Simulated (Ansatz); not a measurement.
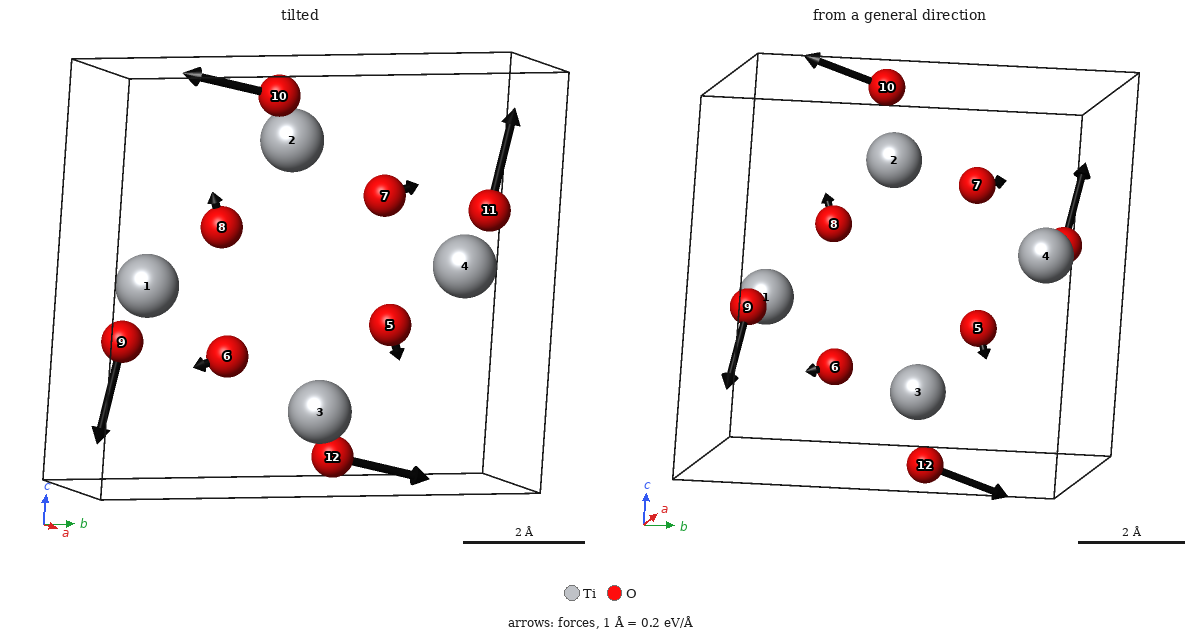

View slightly off an axis and from a general direction, drawn as a spheres-only model. One cell (the run's own, in a reduced setting) is framed, with atoms on its boundary repeated. The arrows are the computed forces on the atoms.

System: TiO$_{2}$. Calculation details: Ansatz 0.2.0, DFT, PBE, plane waves, PAW; a cutoff energy of 420 eV, k-points about 0.22 Å⁻¹ apart, Fermi-Dirac smearing of 0.02 eV, no spin polarisation.

Is the structure at rest?

No. The atoms still feel forces of up to about 0.29 eV/Å, far above a usual threshold of 0.01 to 0.03 eV/Å.

Where does the largest force act?

O9, O10, O11 and O12, about 0.29 eV/Å.

The structure comes from a structure listed in the Materials Project. Earlier steps of the study, as a rule a relaxation of our own, may have changed the cell and positions, so they can lie some per cent off the listed ones. A calculation with Ansatz used it as input.
